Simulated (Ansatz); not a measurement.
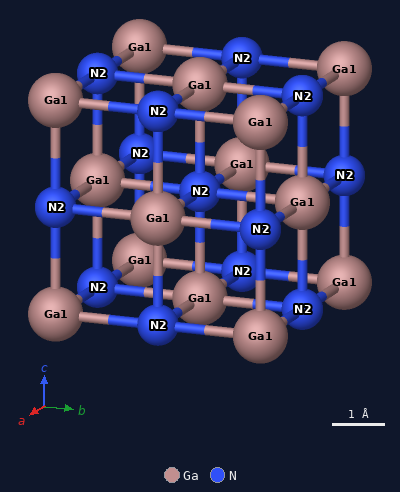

*The input geometry (ball-and-stick view of the cell 4 times as large as that of the calculation, set on its symmetry axes, seen slightly off an axis; atoms are numbered from 1 in the order of the input).*

**Geometry relaxation, with input and output: GaN (part 1 of 2)**

- system: GaN (2 atoms in the cell)
- method: DFT, r2SCAN, PAW with Ansatz's default frozen-core files, scalar-relativistic, no spin polarisation (Ansatz 0.2.0)

The structure was built on a prototype by a generator; it need not be a known phase. It belongs to a series of runs on one base structure; here: cell relaxed at zero pressure. Figures and captions count atoms from 1; the log counts them from 0 in places.

## Input
```yaml
crystal:
  lattice:
    - [0.0, 2.15443469, 2.15443469]
    - [2.15443469, 0.0, 2.15443469]
    - [2.15443469, 2.15443469, 0.0]
  atoms:
    - { symbol: Ga, position: [0.0, 0.0, 0.0] }
    - { symbol: "N", position: [0.5, 0.5, 0.5] }
kpoints:
  mp_grid: { grid: [15, 15, 15] }
scf:
  occupations: { method: fermi_dirac, width: 0.1 }
hamiltonian:
  xc: r2scan
  pseudopotentials: { kind: paw }
output:
  forces: true
  stress: true
relax:
  f_tol: 0.005
  max_steps: 40
  cell: {}
```

Hardware: 1 thread of Arm Neoverse V1, 24 GiB of memory available, shared host.

Run as:
```bash
ansatz run input.yaml --threads 1 --pin off --max-ram 2048MiB --backend cpu --events-out ev --progress --plain --runs-dir out
```

## Log
```
Engine: ansatz 0.2.0, aarch64-unknown-linux-gnu
Pseudopotentials: kind: paw
Pseudopotential: Ga, paw, valence charge 13, recommended cutoff 500 eV (meta_gga), Ga.paw.azcp
Pseudopotential: N, paw, valence charge 5, recommended cutoff 500 eV (meta_gga), N.paw.azcp
Functional definition: r2SCAN
  parameter k0 = 0.174
  parameter k1 = 0.065
  parameter a1 = 4.9479
  exchange = r2scan_x(k0 = k0, k1 = k1, a1 = a1)
  correlation = r2scan_c
Crystal: 2 atoms, lattice volume = 20.000 Å³
Basis set: ecut = 500 eV, 531 PW (Γ), exchange–correlation on 96×96×96 points (64 copies of the dense FFT grid, shifted against one another)
Bands: 13, of which v1, the nominal top of the filled ones, is band 9 counted from 1 (8 counted from 0)
Symmetry: 48 space group operations
Space group: Fm-3m (ITA 225), of the structure as read, at distance tolerance 2.7e-5 Å
k-points: 120 of 3375
Non-local potential: Ga, projectors of the file, l = 0: 2, l = 1: 2, l = 2: 3, l = 3: 1
Non-local potential: N, projectors of the file, l = 0: 2, l = 1: 2, l = 2: 1
PAW form: soft (Blöchl's): semilocal exchange-correlation on the pseudo side does not see the compensation charge
PAW frozen core: Ga, regenerated for the run's functional (the file was generated under x = pbe(κ = 0.804, μ = 0.2195149727645171), c = pbe(β = 0.06672455060314922))
PAW frozen core: N, regenerated for the run's functional (the file was generated under x = pbe(κ = 0.804, μ = 0.2195149727645171), c = pbe(β = 0.06672455060314922))
PAW one-centre angular grid: Ga, 590 points (default); XC on 160 Gauss nodes
PAW one-centre angular grid: N, 302 points (default); XC on 160 Gauss nodes
Initial density: superposition of atomic densities (neutral atoms: chi_scale 0, normalization atom), corrected by the library's trained network
Initial wavefunctions: pseudopotential atomic-orbital guess
Functional: x = r2scan, c = r2scan; τ floored in thin density (d = 2e-4 eV/Å³)
SCF iter   1: F=—  HF=-4175.335863 eV  |F-HF|=—  |Δ(HF+E_count)|=         —  Δρ=1.67e-2  dr2=2.15e-2  dr2_τ=7.61e-2  ethr=1.77e-3  ⟨swp⟩=4.3  Hψ=7709  notcnv=0
preconditioner: auto → none  [insulator: Δε(μ)=0.803 eV  Ē_g=20.059 eV  σ=0.100 eV  W_gap=0.92  n_scr=8 (ndim 8)  ℏωp=35.2 eV  f_vac=0.000  D(μ)=0.01/eV (n_scr^D=0)  ε∞_Penn≈4.1]
SCF iter   2: F=—  HF=-4175.380631 eV  |F-HF|=—  |Δ(HF+E_count)|=   4.48e-2  Δρ=6.63e-3  dr2=3.98e-3  dr2_τ=8.87e-5  ethr=1.20e-4  ⟨swp⟩=2.0  Hψ=4080  notcnv=0
SCF iter   3: F=—  HF=-4175.381286 eV  |F-HF|=—  |Δ(HF+E_count)|=   6.55e-4  Δρ=3.64e-3  dr2=1.00e-3  dr2_τ=7.25e-5  ethr=2.21e-5  ⟨swp⟩=2.0  Hψ=2449  notcnv=0
SCF iter   4: F=—  HF=-4175.381211 eV  |F-HF|=—  |Δ(HF+E_count)|=   7.55e-5  Δρ=1.03e-3  dr2=2.13e-4  dr2_τ=5.16e-5  ethr=5.57e-6  ⟨swp⟩=2.0  Hψ=2482  notcnv=0
SCF iter   5: F=—  HF=-4175.381161 eV  |F-HF|=—  |Δ(HF+E_count)|=   4.99e-5  Δρ=1.61e-4  dr2=5.07e-6  dr2_τ=3.23e-7  ethr=1.19e-6  ⟨swp⟩=2.1  Hψ=2050  notcnv=0
SCF iter   6: F=—  HF=-4175.381160 eV  |F-HF|=—  |Δ(HF+E_count)|=   1.12e-6  Δρ=1.27e-4  dr2=3.48e-6  dr2_τ=2.24e-7  ethr=2.82e-8  ⟨swp⟩=2.0  Hψ=2520  notcnv=0
SCF iter   7: F=—  HF=-4175.381159 eV  |F-HF|=—  |Δ(HF+E_count)|=   6.19e-7  Δρ=6.60e-5  dr2=9.48e-7  dr2_τ=9.50e-9  ethr=1.94e-8  ⟨swp⟩=1.0  Hψ=1560  notcnv=0
SCF iter   8: F=-4175.381159 eV  HF=-4175.381159 eV  |F-HF|=3.97e-8  |Δ(HF+E_count)|=   2.06e-7  Δρ=1.61e-5  dr2=5.76e-8  dr2_τ=4.92e-10  ethr=5.56e-10  ⟨swp⟩=3.0  Hψ=5601  notcnv=0
SCF 1 converged in 8 iterations: F = -4175.381159 eV  dr2 = 5.76e-8
  greatest PAW one-centre occupation: 0.996 electrons in one spin orbital (limit 2), on the Ga atom at site 0 (counted from 0), in its partial waves of l = 2
relax step   1: F+E_penalty+E_count = -4175.38115885 eV  Δ(F+E_penalty+E_count) = +0.000e0 eV  max|allowed force component| = 5.243e-30 eV/Å  Δτ_max = 0.0000 Å  P = -13.589 GPa  Ω = 20.000 Å³  (8 SCF iters, dr2 threshold 1.00e-7 eV, accepted)
Crystal: 2 atoms, lattice volume = 19.111 Å³
Initial density: handed on by an earlier stage of this run
Initial wavefunctions: those handed on with the density
iter 1 solved again at ethr=4.22e-5 eV; its pass at ethr=3.10e-3 eV (dr2=7.60e-3 eV) is discarded
SCF iter   1: F=—  HF=-4175.413982 eV  |F-HF|=—  |Δ(HF+E_count)|=         —  Δρ=6.58e-3  dr2=7.59e-3  dr2_τ=1.14e-2  ethr=4.22e-5  ⟨swp⟩=1.0  Hψ=9267  notcnv=0
automatic band count: iteration 1 solves 12 bands in place of 13: the levels show a gap, and the empty bands left out lie too high to hold charge; the band table lists the bands solved (type scf.n_extra_bands for more)
preconditioner: auto → none  [insulator: Δε(μ)=1.136 eV  Ē_g=19.426 eV  σ=0.100 eV  W_gap=0.99  n_scr=8 (ndim 8)  ℏωp=36.0 eV  f_vac=0.000  D(μ)=0.00/eV (n_scr^D=0)  ε∞_Penn≈4.4]
SCF iter   2: F=—  HF=-4175.432719 eV  |F-HF|=—  |Δ(HF+E_count)|=   1.87e-2  Δρ=1.94e-3  dr2=4.31e-4  dr2_τ=1.17e-4  ethr=4.22e-5  ⟨swp⟩=2.0  Hψ=2866  notcnv=0
SCF iter   3: F=—  HF=-4175.432912 eV  |F-HF|=—  |Δ(HF+E_count)|=   1.93e-4  Δρ=8.34e-4  dr2=5.34e-5  dr2_τ=3.61e-6  ethr=2.40e-6  ⟨swp⟩=2.1  Hψ=1856  notcnv=0
SCF iter   4: F=—  HF=-4175.432931 eV  |F-HF|=—  |Δ(HF+E_count)|=   1.90e-5  Δρ=2.77e-4  dr2=1.81e-5  dr2_τ=1.27e-6  ethr=2.97e-7  ⟨swp⟩=2.0  Hψ=2303  notcnv=0
SCF iter   5: F=—  HF=-4175.432925 eV  |F-HF|=—  |Δ(HF+E_count)|=   6.41e-6  Δρ=5.83e-5  dr2=6.99e-7  dr2_τ=2.47e-8  ethr=1.01e-7  ⟨swp⟩=2.0  Hψ=2366  notcnv=0
SCF iter   6: F=-4175.432925 eV  HF=-4175.432925 eV  |F-HF|=9.76e-8  |Δ(HF+E_count)|=   4.83e-8  Δρ=2.72e-5  dr2=1.38e-7  dr2_τ=1.05e-8  ethr=1.11e-9  ⟨swp⟩=4.6  Hψ=5271  notcnv=0
SCF 2 converged in 6 iterations: F = -4175.432925 eV  dr2 = 1.38e-7
relax step   2: F+E_penalty+E_count = -4175.43292476 eV  Δ(F+E_penalty+E_count) = -5.177e-2 eV  max|allowed force component| = 2.712e-30 eV/Å  Δτ_max = 0.0000 Å  P = -4.465 GPa  Ω = 19.111 Å³  energy of the carried Pulay correction = +5.713e-4 eV  (6 SCF iters, dr2 threshold 2.00e-7 eV, accepted)
Crystal: 2 atoms, lattice volume = 18.705 Å³
iter 1 solved again at ethr=1.02e-5 eV; its pass at ethr=3.10e-3 eV (dr2=1.84e-3 eV) is discarded
SCF iter   1: F=—  HF=-4175.434133 eV  |F-HF|=—  |Δ(HF+E_count)|=         —  Δρ=3.26e-3  dr2=1.83e-3  dr2_τ=2.69e-3  ethr=1.02e-5  ⟨swp⟩=1.3  Hψ=9097  notcnv=0
automatic band count: iteration 1 solves 12 bands in place of 13: the levels show a gap, and the empty bands left out lie too high to hold charge; the band table lists the bands solved (type scf.n_extra_bands for more)
preconditioner: auto → none  [insulator: Δε(μ)=1.281 eV  Ē_g=19.611 eV  σ=0.100 eV  W_gap=0.99  n_scr=8 (ndim 8)  ℏωp=36.4 eV  f_vac=0.000  D(μ)=0.00/eV (n_scr^D=0)  ε∞_Penn≈4.5]
SCF iter   2: F=—  HF=-4175.438208 eV  |F-HF|=—  |Δ(HF+E_count)|=   4.08e-3  Δρ=9.12e-4  dr2=9.33e-5  dr2_τ=2.93e-5  ethr=1.02e-5  ⟨swp⟩=2.0  Hψ=2622  notcnv=0
SCF iter   3: F=—  HF=-4175.438251 eV  |F-HF|=—  |Δ(HF+E_count)|=   4.25e-5  Δρ=3.92e-4  dr2=1.14e-5  dr2_τ=7.66e-7  ethr=5.18e-7  ⟨swp⟩=2.1  Hψ=1845  notcnv=0
SCF iter   4: F=—  HF=-4175.438256 eV  |F-HF|=—  |Δ(HF+E_count)|=   4.99e-6  Δρ=1.19e-4  dr2=3.23e-6  dr2_τ=2.24e-7  ethr=6.33e-8  ⟨swp⟩=2.3  Hψ=2318  notcnv=0
SCF iter   5: F=-4175.438254 eV  HF=-4175.438254 eV  |F-HF|=4.54e-8  |Δ(HF+E_count)|=   1.14e-6  Δρ=2.52e-5  dr2=1.25e-7  dr2_τ=4.68e-9  ethr=1.11e-9  ⟨swp⟩=3.2  Hψ=6451  notcnv=0
SCF 3 converged in 5 iterations: F = -4175.438254 eV  dr2 = 1.25e-7
relax step   3: F+E_penalty+E_count = -4175.43825436 eV  Δ(F+E_penalty+E_count) = -5.330e-3 eV  max|allowed force component| = 8.677e-30 eV/Å  Δτ_max = 0.0000 Å  P = +0.581 GPa  Ω = 18.705 Å³  energy of the carried Pulay correction = +8.415e-4 eV  (5 SCF iters, dr2 threshold 2.00e-7 eV, accepted)
Crystal: 2 atoms, lattice volume = 18.751 Å³
iter 1 solved again at ethr=1.32e-7 eV; its pass at ethr=3.10e-3 eV (dr2=2.38e-5 eV) is discarded
SCF iter   1: F=—  HF=-4175.438253 eV  |F-HF|=—  |Δ(HF+E_count)|=         —  Δρ=3.67e-4  dr2=2.27e-5  dr2_τ=3.56e-5  ethr=1.32e-7  ⟨swp⟩=2.3  Hψ=8819  notcnv=0
automatic band count: iteration 1 solves 12 bands in place of 13: the levels show a gap, and the empty bands left out lie too high to hold charge; the band table lists the bands solved (type scf.n_extra_bands for more)
preconditioner: auto → none  [insulator: Δε(μ)=1.256 eV  Ē_g=19.585 eV  σ=0.100 eV  W_gap=0.99  n_scr=8 (ndim 8)  ℏωp=36.4 eV  f_vac=0.000  D(μ)=0.00/eV (n_scr^D=0)  ε∞_Penn≈4.5]
SCF iter   2: F=—  HF=-4175.438304 eV  |F-HF|=—  |Δ(HF+E_count)|=   5.03e-5  Δρ=9.60e-5  dr2=1.11e-6  dr2_τ=3.44e-7  ethr=1.26e-7  ⟨swp⟩=2.0  Hψ=2520  notcnv=0
SCF iter   3: F=-4175.438304 eV  HF=-4175.438304 eV  |F-HF|=9.84e-9  |Δ(HF+E_count)|=   3.99e-7  Δρ=4.12e-5  dr2=1.30e-7  dr2_τ=8.28e-9  ethr=1.11e-9  ⟨swp⟩=4.4  Hψ=4979  notcnv=0
SCF 4 converged in 3 iterations: F = -4175.438304 eV  dr2 = 1.30e-7
relax step   4: F+E_penalty+E_count = -4175.43830401 eV  Δ(F+E_penalty+E_count) = -4.965e-5 eV  max|allowed force component| = 2.827e-30 eV/Å  Δτ_max = 0.0000 Å  P = -0.022 GPa  Ω = 18.751 Å³  energy of the carried Pulay correction = +8.107e-4 eV  (3 SCF iters, dr2 threshold 2.00e-7 eV, accepted)
Initial wavefunctions: pseudopotential atomic-orbital guess (no wavefunctions were taken with the density)
iter 1 solved again at ethr=1.71e-8 eV; its pass at ethr=3.10e-3 eV (dr2=3.07e-6 eV) is discarded
SCF iter   1: F=—  HF=-4175.437580 eV  |F-HF|=—  |Δ(HF+E_count)|=         —  Δρ=1.68e-4  dr2=1.44e-6  dr2_τ=9.34e-7  ethr=1.71e-8  ⟨swp⟩=3.0  Hψ=12549  notcnv=0
preconditioner: auto → none  [insulator: Δε(μ)=1.257 eV  Ē_g=20.586 eV  σ=0.100 eV  W_gap=0.99  n_scr=8 (ndim 8)  ℏωp=36.4 eV  f_vac=0.000  D(μ)=0.00/eV (n_scr^D=0)  ε∞_Penn≈4.1]
SCF iter   2: F=—  HF=-4175.437582 eV  |F-HF|=—  |Δ(HF+E_count)|=   1.40e-6  Δρ=9.07e-5  dr2=4.76e-7  dr2_τ=6.85e-8  ethr=8.02e-9  ⟨swp⟩=2.4  Hψ=2563  notcnv=0
SCF iter   3: F=—  HF=-4175.437582 eV  |F-HF|=—  |Δ(HF+E_count)|=   2.54e-7  Δρ=1.27e-5  dr2=2.20e-8  dr2_τ=2.93e-9  ethr=2.64e-9  ⟨swp⟩=2.9  Hψ=2763  notcnv=0
SCF iter   4: F=—  HF=-4175.437582 eV  |F-HF|=—  |Δ(HF+E_count)|=   1.72e-8  Δρ=5.44e-6  dr2=2.15e-9  dr2_τ=5.73e-10  ethr=1.22e-10  ⟨swp⟩=2.0  Hψ=2620  notcnv=0
SCF iter   5: F=—  HF=-4175.437582 eV  |F-HF|=—  |Δ(HF+E_count)|=  8.39e-10  Δρ=1.80e-6  dr2=2.50e-10  dr2_τ=2.86e-11  ethr=1.20e-11  ⟨swp⟩=3.0  Hψ=2660  notcnv=0
SCF iter   6: F=—  HF=-4175.437582 eV  |F-HF|=—  |Δ(HF+E_count)|=  2.25e-10  Δρ=1.08e-6  dr2=1.62e-10  dr2_τ=1.50e-11  ethr=1.39e-12  ⟨swp⟩=2.0  Hψ=2645  notcnv=0
SCF iter   7: F=-4175.437582 eV  HF=-4175.437582 eV  |F-HF|=7.28e-12  |Δ(HF+E_count)|=  2.00e-11  Δρ=3.47e-7  dr2=1.73e-11  dr2_τ=3.37e-13  ethr=1.00e-12  ⟨swp⟩=4.0  Hψ=6728  notcnv=0
SCF 5 converged in 7 iterations: F = -4175.437582 eV  dr2 = 1.73e-11
relax step   5: F+E_penalty+E_count = -4175.43758193 eV  Δ(F+E_penalty+E_count) = +7.221e-4 eV  max|allowed force component| = 2.367e-30 eV/Å  Δτ_max = 0.0000 Å  P = -0.040 GPa  Ω = 18.751 Å³  stress off target by 3.97e-2 GPa  SCF on the basis re-selected at this cell (its energy is not comparable with the rows above)  (7 SCF iters)
```
